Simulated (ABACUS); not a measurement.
Geometry relaxation of Fe (part 2 of 3)

Fe (P6₃/mmc, 2 atoms in the cell); Kohn-Sham DFT of a periodic cell, PBE, PseudoDojo NC SR 0.4.1 PBE standard, spin-polarised (ABACUS 3.10.1); cutoff 1224.51 eV, 10×10×6 k-mesh, fermi-dirac of 0.05 eV, collinear spins. The structure derives from a Materials Project entry.

Geometry of the input (Å; fractional positions):
```
2.4342  0.0000  0.0000
-1.2171  2.1080  0.0000
0.0000  0.0000  3.8419
Fe 0.6667  0.3333  0.7500
Fe 0.3333  0.6667  0.2500
```

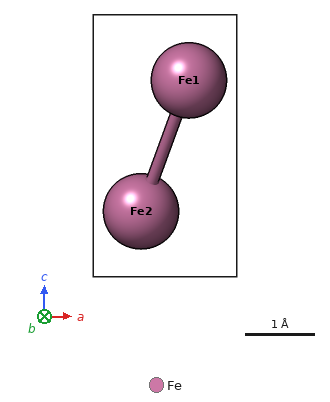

Fig. 1: The starting structure (ball-and-stick view of the cell of the calculation, along the b axis; atoms are numbered from 1 in the order of the input).

### Output, continued
```
 Density error is 0.0111476918042
                          Error Threshold = 0.000241564497815
----------------------------------------------------------
     Energy           Rydberg                 eV
----------------------------------------------------------
 E_KohnSham     -501.2961975671      -6820.4846726465
 E_Harris       -501.7539597099      -6826.7128461174
 E_Fermi        1.5635877233         21.2737023594
----------------------------------------------------------

 PW ALGORITHM --------------- ION=   1  ELEC=   3--------------------------------
          total magnetism (Bohr mag/cell) = 3.22931352756
       absolute magnetism (Bohr mag/cell) = 3.40397223627
                        nelec for spin up = 17.6146567638
                      nelec for spin down = 14.3853432362

 Density error is 0.00509044356917
                          Error Threshold = 3.48365368882e-05
----------------------------------------------------------
     Energy           Rydberg                 eV
----------------------------------------------------------
 E_KohnSham     -501.3002925550      -6820.5403878155
 E_Harris       -501.6910851438      -6825.8573937591
 E_Fermi        1.5600980214         21.2262225295
----------------------------------------------------------

 PW ALGORITHM --------------- ION=   1  ELEC=   4--------------------------------
          total magnetism (Bohr mag/cell) = 2.35459746898
       absolute magnetism (Bohr mag/cell) = 2.53164417382
                        nelec for spin up = 17.1772987345
                      nelec for spin down = 14.8227012655

 Density error is 0.00617111520722
                          Error Threshold = 1.59076361537e-05
----------------------------------------------------------
     Energy           Rydberg                 eV
----------------------------------------------------------
 E_KohnSham     -501.2712919285      -6820.1458140490
 E_Harris       -501.7420690718      -6826.5510656859
 E_Fermi        1.5581370763         21.1995425032
----------------------------------------------------------

 PW ALGORITHM --------------- ION=   1  ELEC=   5--------------------------------
          total magnetism (Bohr mag/cell) = 4.07307698161
       absolute magnetism (Bohr mag/cell) = 4.22498751019
                        nelec for spin up = 18.0365384908
                      nelec for spin down = 13.9634615092

 Density error is 0.001783125799
                          Error Threshold = 1.59076361537e-05
----------------------------------------------------------
     Energy           Rydberg                 eV
----------------------------------------------------------
 E_KohnSham     -501.2828267412      -6820.3027532267
 E_Harris       -501.4167059983      -6822.1242739682
 E_Fermi        1.5625966289         21.2602178286
----------------------------------------------------------

 PW ALGORITHM --------------- ION=   1  ELEC=   6--------------------------------
          total magnetism (Bohr mag/cell) = 4.83725840285
       absolute magnetism (Bohr mag/cell) = 5.00210617329
                        nelec for spin up = 18.4186292014
                      nelec for spin down = 13.5813707986

 Density error is 0.00204081726492
                          Error Threshold = 5.57226812187e-06
----------------------------------------------------------
     Energy           Rydberg                 eV
----------------------------------------------------------
 E_KohnSham     -501.2778962436      -6820.2356703652
 E_Harris       -501.4774105179      -6822.9502013281
 E_Fermi        1.5727879475         21.3988778322
----------------------------------------------------------

 PW ALGORITHM --------------- ION=   1  ELEC=   7--------------------------------
          total magnetism (Bohr mag/cell) = 5.22391482654
       absolute magnetism (Bohr mag/cell) = 5.40677495289
                        nelec for spin up = 18.6119574133
                      nelec for spin down = 13.3880425867

 Density error is 0.0105880438277
                          Error Threshold = 5.57226812187e-06
----------------------------------------------------------
     Energy           Rydberg                 eV
----------------------------------------------------------
 E_KohnSham     -501.0234832626      -6816.7742041791
 E_Harris       -501.7024371414      -6826.0118456096
 E_Fermi        1.5883575913         21.6107137032
----------------------------------------------------------

 PW ALGORITHM --------------- ION=   1  ELEC=   8--------------------------------
          total magnetism (Bohr mag/cell) = 0.339153099894
       absolute magnetism (Bohr mag/cell) = 0.420902280732
                        nelec for spin up = 16.1695765499
                      nelec for spin down = 15.8304234501

 Density error is 0.00206034843719
                          Error Threshold = 5.57226812187e-06
----------------------------------------------------------
     Energy           Rydberg                 eV
----------------------------------------------------------
 E_KohnSham     -501.3293808545      -6820.9361544332
 E_Harris       -500.6062689367      -6811.0977120593
 E_Fermi        1.5476871443         21.0573638838
----------------------------------------------------------

 PW ALGORITHM --------------- ION=   1  ELEC=   9--------------------------------
          total magnetism (Bohr mag/cell) = 0.125446834404
       absolute magnetism (Bohr mag/cell) = 0.196776149692
                        nelec for spin up = 16.0627234172
                      nelec for spin down = 15.9372765828

 Density error is 0.00274959189086
                          Error Threshold = 5.57226812187e-06
----------------------------------------------------------
     Energy           Rydberg                 eV
----------------------------------------------------------
 E_KohnSham     -501.3264432263      -6820.8961859515
 E_Harris       -500.4694161547      -6809.2357344366
 E_Fermi        1.5467804713         21.0450279647
----------------------------------------------------------

 PW ALGORITHM --------------- ION=   1  ELEC=  10--------------------------------
          total magnetism (Bohr mag/cell) = -0.410802349494
       absolute magnetism (Bohr mag/cell) = 0.414374810878
                        nelec for spin up = 15.7945988253
                      nelec for spin down = 16.2054011747

 Density error is 0.0110173978704
                          Error Threshold = 5.57226812187e-06
----------------------------------------------------------
     Energy           Rydberg                 eV
----------------------------------------------------------
 E_KohnSham     -501.2989127808      -6820.5216150238
 E_Harris       -499.5279282199      -6796.4261339259
 E_Fermi        1.5365778463         20.9062141296
----------------------------------------------------------

 PW ALGORITHM --------------- ION=   1  ELEC=  11--------------------------------
          total magnetism (Bohr mag/cell) = 0.856222683518
       absolute magnetism (Bohr mag/cell) = 0.965853774001
                        nelec for spin up = 16.4281113418
                      nelec for spin down = 15.5718886582

 Density error is 0.00115296349246
                          Error Threshold = 5.57226812187e-06
----------------------------------------------------------
     Energy           Rydberg                 eV
----------------------------------------------------------
 E_KohnSham     -501.3042566369      -6820.5943219163
 E_Harris       -501.2541934759      -6819.9131776671
 E_Fermi        1.5535672626         21.1373669975
----------------------------------------------------------

 PW ALGORITHM --------------- ION=   1  ELEC=  12--------------------------------
          total magnetism (Bohr mag/cell) = -0.443404034093
       absolute magnetism (Bohr mag/cell) = 0.458806734398
                        nelec for spin up = 15.778297983
                      nelec for spin down = 16.221702017

 Density error is 0.00335138678255
                          Error Threshold = 3.60301091395e-06
----------------------------------------------------------
     Energy           Rydberg                 eV
----------------------------------------------------------
 E_KohnSham     -501.3288011523      -6820.9282671800
 E_Harris       -500.3752913393      -6807.9551006249
 E_Fermi        1.5448441216         21.0186825762
----------------------------------------------------------

 PW ALGORITHM --------------- ION=   1  ELEC=  13--------------------------------
          total magnetism (Bohr mag/cell) = -0.63380861724
       absolute magnetism (Bohr mag/cell) = 0.671110083629
                        nelec for spin up = 15.6830956914
                      nelec for spin down = 16.3169043086

 Density error is 0.00271257059153
                          Error Threshold = 3.60301091395e-06
----------------------------------------------------------
     Energy           Rydberg                 eV
----------------------------------------------------------
 E_KohnSham     -501.3291946196      -6820.9336205772
 E_Harris       -500.5196075314      -6809.9186231511
 E_Fermi        1.5459733995         21.0340471903
----------------------------------------------------------

 PW ALGORITHM --------------- ION=   1  ELEC=  14--------------------------------
          total magnetism (Bohr mag/cell) = -0.685068086217
       absolute magnetism (Bohr mag/cell) = 0.729006396094
                        nelec for spin up = 15.6574659569
                      nelec for spin down = 16.3425340431

 Density error is 0.00281233922582
                          Error Threshold = 3.60301091395e-06
----------------------------------------------------------
     Energy           Rydberg                 eV
----------------------------------------------------------
 E_KohnSham     -501.3284958069      -6820.9241127425
 E_Harris       -500.5170846974      -6809.8842982333
 E_Fermi        1.5459511232         21.0337441054
----------------------------------------------------------

 PW ALGORITHM --------------- ION=   1  ELEC=  15--------------------------------
          total magnetism (Bohr mag/cell) = -0.781006805395
       absolute magnetism (Bohr mag/cell) = 0.839422709742
                        nelec for spin up = 15.6094965973
                      nelec for spin down = 16.3905034027

 Density error is 0.00329303863673
                          Error Threshold = 3.60301091395e-06
----------------------------------------------------------
     Energy           Rydberg                 eV
----------------------------------------------------------
 E_KohnSham     -501.3278618701      -6820.9154875908
 E_Harris       -500.4796297531      -6809.3746975719
 E_Fermi        1.5454782305         21.0273100695
----------------------------------------------------------

 PW ALGORITHM --------------- ION=   1  ELEC=  16--------------------------------
          total magnetism (Bohr mag/cell) = -0.852835863801
       absolute magnetism (Bohr mag/cell) = 0.92510122792
                        nelec for spin up = 15.5735820681
                      nelec for spin down = 16.4264179319

 Density error is 0.0034497941245
                          Error Threshold = 3.60301091395e-06
----------------------------------------------------------
     Energy           Rydberg                 eV
----------------------------------------------------------
 E_KohnSham     -501.3245347839      -6820.8702202597
 E_Harris       -500.5031602529      -6809.6948464472
 E_Fermi        1.5455797693         21.0286915753
----------------------------------------------------------

 PW ALGORITHM --------------- ION=   1  ELEC=  17--------------------------------
          total magnetism (Bohr mag/cell) = -0.301194898684
       absolute magnetism (Bohr mag/cell) = 0.326398889796
                        nelec for spin up = 15.8494025507
                      nelec for spin down = 16.1505974493

 Density error is 9.64626658441e-05
                          Error Threshold = 3.60301091395e-06
----------------------------------------------------------
     Energy           Rydberg                 eV
----------------------------------------------------------
 E_KohnSham     -501.3277647332      -6820.9141659754
 E_Harris       -501.4099484440      -6822.0323327246
 E_Fermi        1.5553923494         21.1621985768
----------------------------------------------------------

 PW ALGORITHM --------------- ION=   1  ELEC=  18--------------------------------
          total magnetism (Bohr mag/cell) = 0.0802433242431
       absolute magnetism (Bohr mag/cell) = 0.0854053310161
                        nelec for spin up = 16.0401216621
                      nelec for spin down = 15.9598783379

 Density error is 4.49766058945e-05
                          Error Threshold = 3.01445830763e-07
----------------------------------------------------------
     Energy           Rydberg                 eV
----------------------------------------------------------
 E_KohnSham     -501.3296822699      -6820.9402554003
 E_Harris       -501.2608242524      -6820.0033940086
 E_Fermi        1.5544436226         21.1492904878
----------------------------------------------------------

 PW ALGORITHM --------------- ION=   1  ELEC=  19--------------------------------
          total magnetism (Bohr mag/cell) = -0.0591389656152
       absolute magnetism (Bohr mag/cell) = 0.0639468664264
                        nelec for spin up = 15.9704305172
                      nelec for spin down = 16.0295694828

 Density error is 8.77165409397e-06
                          Error Threshold = 1.4055189342e-07
----------------------------------------------------------
     Energy           Rydberg                 eV
```
